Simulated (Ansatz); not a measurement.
Input

```
crystal:
  lattice:
    - [6.1274132876, -1.5195579568, -0.0026133737]
    - [6.1274132876, 1.5195579568, -0.0026133737]
    - [-1.3836386898, 0.0, 5.641083569]
  atoms:
    - { symbol: Ga, position: [0.341259205, 0.341259205, 0.6855528865] }
    - { symbol: Ga, position: [0.658740795, 0.658740795, 0.3144471135] }
    - { symbol: Ga, position: [0.9094930945, 0.9094930945, 0.2052289589] }
    - { symbol: Ga, position: [0.0905069055, 0.0905069055, 0.7947710411] }
    - { symbol: O, position: [0.5037036246, 0.5037036246, 0.7437495234] }
    - { symbol: O, position: [0.4962963754, 0.4962963754, 0.2562504766] }
    - { symbol: O, position: [0.826655851, 0.826655851, 0.4364660295] }
    - { symbol: O, position: [0.173344149, 0.173344149, 0.5635339705] }
    - { symbol: O, position: [0.1642075744, 0.1642075744, 0.1091301468] }
    - { symbol: O, position: [0.8357924256, 0.8357924256, 0.8908698532] }
kpoints:
  mp_grid: { grid: [8, 8, 4] }
  band_path:
    path:
      - [0.0, 0.0, 0.0]
      - [-0.266303588, 0.266303588, 0.0]
      - [-0.733696412, -0.266303588, 0.0]
      - [-0.5, -0.5, 0.0]
      - [-0.5, -0.5, 0.5]
      - [-0.7419050365, -0.2580949635, 0.5]
      - [-0.2580949635, 0.2580949635, 0.5]
      - [0.0, 0.0, 0.5]
      - [-0.5, 0.0, 0.5]
      - [0.447917, -0.458333, -0.5]
    npoints: 1
hamiltonian:
  xc: r2scan
scf:
  occupations: { method: fixed }
  n_extra_bands: 6
output:
  forces: true
  stress: true
  eigenvalues: true
  write_density: true
  write_potential: true
  elf: true
  volumetric_format: npy
```

Run with:

```sh
ansatz run input.yaml --threads 2 --pin off --max-ram 20275MiB --backend cpu --events-out ev --progress --plain --runs-dir out
```

Below, planes, directions and counts refer to the conventional cell (a = 12.25 Å, b = 3.04 Å, c = 5.81 Å, α = 90.00°, β = 103.81°, γ = 90.00°).

Space group C2/m; a structure from a database of computed crystals, not necessarily the ambient phase; started from the database structure prototype, which need not be the ambient phase.

All numbers below come from DFT, r2SCAN, plane waves, PAW (Ansatz 0.2.0).

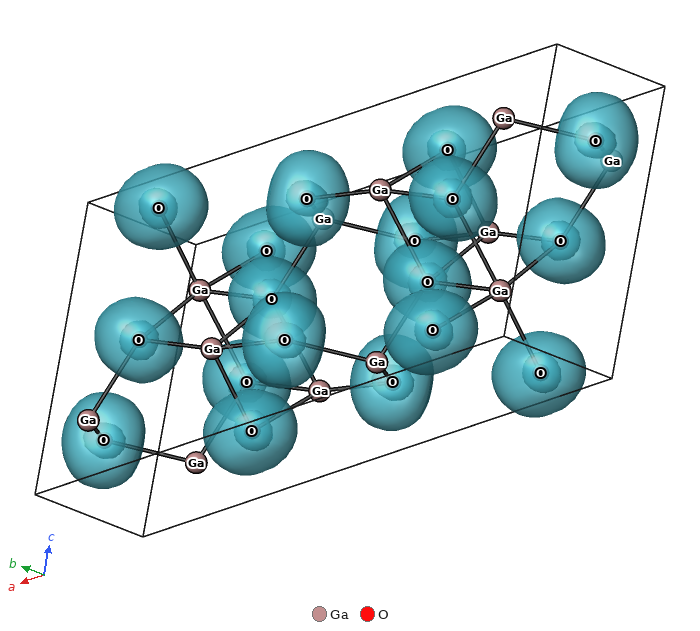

Ga2O3. Isosurface of the ELF at 0.7 (cyan), seen at an oblique angle. Only the valence region is drawn (cores and ρ < 0.01 e/Å³ removed). Sticks mark near contacts.

In a PAW calculation such maps are meaningful between the atoms, not at the nuclei.

Question: Describe the localisation domains.

Answer: The ELF exceeds this value in twelve regions wrapped around O (the valence shell of each), counted in one cell of 20 atoms. Regions shared between cells count once. Profiles from the grid: Ga–O (1.83 Å): the ELF peaks at about 0.80 in the valence shell of O, 0.6 Å from its nucleus, and is about 0.40 at the midpoint. Ga–O (1.94 Å): the ELF peaks at about 0.85 in the valence shell of O, 0.6 Å from its nucleus, and is about 0.35 at the midpoint.

Question: Does the calculation make it a metal, or give it a gap?

Answer: It is gapped, with a Kohn–Sham gap of 3.0 eV on the k-point mesh, an upper bound to the gap of this method.
